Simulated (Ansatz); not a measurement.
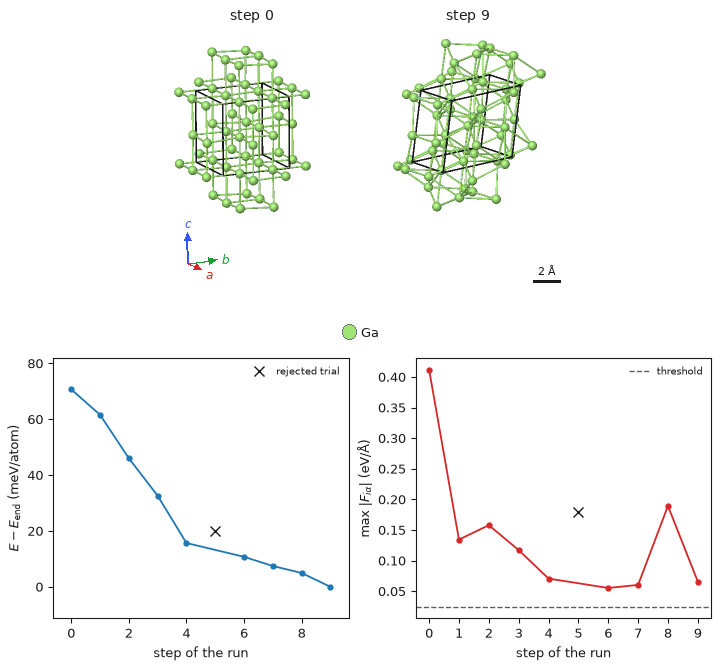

First and last geometry of a relaxation of solid Ga (a generated structure, set up in P1) (coarse preliminary run), with the history of the run. A ball-and-stick model of the cell of the calculation, seen slightly off an axis.

Theory: DFT PBE, scalar-relativistic, plane waves, PAW (Ansatz 0.2.0). Set-up: plane-wave cutoff 420 eV; k-point mesh 4 × 4 × 4; occupations gaussian; smearing width 0.2 eV; no spin polarisation; cell and atoms relaxed; force threshold 0.025 eV/Å; at most 60 steps.

Q: Did the run converge, and what did it change?

A: The run was cut off at its time limit before the relaxation converged, so the last structure is only a point on the way. Over 8 accepted moves (9 points after the start) the energy falls by 70.7 meV per atom. Largest force component: 0.41 eV/Å at the start, 0.066 eV/Å at the end. The pressure goes from 0.31 to 0.02 GPa. The line search rejected the trial step at point 5 of the run. The atom that moves furthest relative to the cell is a Ga atom (0.62 Å along [−1 2 3]). The drawn cell changes as follows: a 5.550 → 5.344 Å (−3.7 %), b 5.354 → 5.483 Å (+2.4 %), c 5.454 → 5.493 Å (+0.7 %), α 88.0° → 73.8°, β 91.2° → 87.3°, γ 90.4° → 81.7°; the volume changes by −5.6 %. Near-neighbour distances that change, for instance: Ga–Ga 3.895 → 2.948 Å, Ga–Ga 3.899 → 2.964 Å, Ga–Ga 3.758 → 2.842 Å, Ga–Ga 3.769 → 2.858 Å. Bond angles that change, for instance: Ga–Ga–Ga 179.1° → 132.2°, Ga–Ga–Ga 176.7° → 131.7°, Ga–Ga–Ga 88.8° → 57.7°. The space group stays P1 (No. 1).
